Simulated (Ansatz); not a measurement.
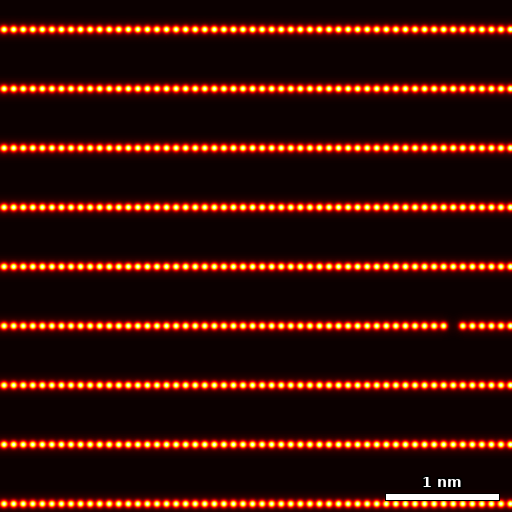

Dark-field STEM-like image of B (P6_3/mmc, No. 194) along [210]. Simulated incoherent Z contrast: every atom adds Z^1.8 spread by a probe of 0.51 Å full width; channelling and multiple scattering are left out. The probe carries 25 % of its weight in a tail 2.5 times as wide.

The sample is 1 repeat (3.0 Å) thick. One point defect was put into the perfect crystal, without relaxing the atoms around it. Brightness is counted from the darkest point of the image. Host structure: a calculation's starting geometry; the starting structure was generated, so it need not be a known form of this composition.

Where is the defect (in Å from the left and the top edge), and what does its contrast suggest?

At about 41 Å from the left and 29 Å from the top. The column has all but vanished there, which points to a vacancy or a much lighter atom. The column holds 1 atom (B) through the sample, and one B atom is missing, so its peak vanishes.
